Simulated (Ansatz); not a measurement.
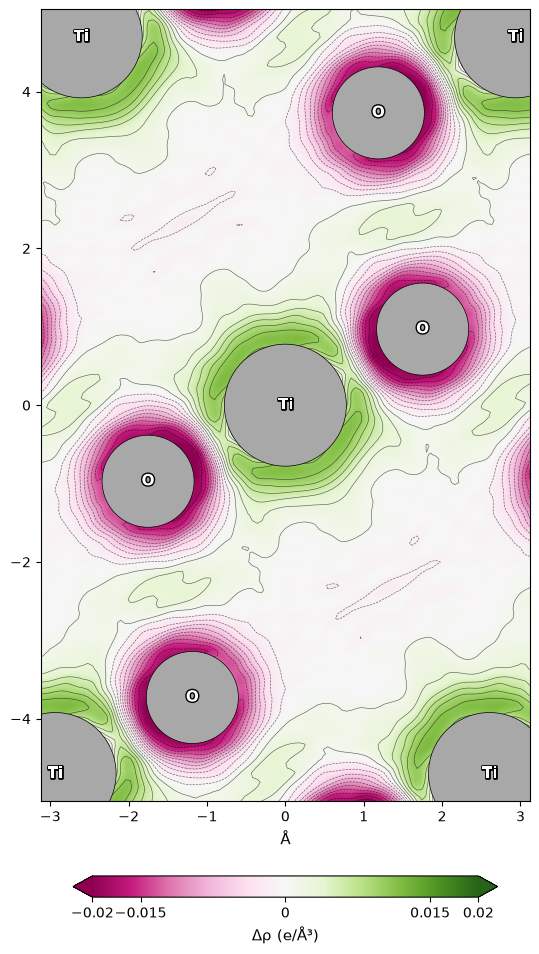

TiO2. Difference of the valence pseudo-densities of two functionals at the same geometry, on the (001) plane of the calculation cell: one of PBE and r2SCAN less the other.

Space group I4₁/amd; a structure generated by program, which may or may not match a known phase; computed without spin polarisation.

Both computed with Ansatz (plane waves, PAW), on the same k-point mesh. Grey discs cover the atomic cores.

Q: Which was subtracted from which, and what does the map show?

A: It is PBE less r2SCAN. Against r2SCAN, PBE gives more density around Ti (+0.005 e/Å³ on average at 1.1 Å from the nucleus) and less density around O (−0.014 e/Å³ on average at 0.7 Å from the nucleus).
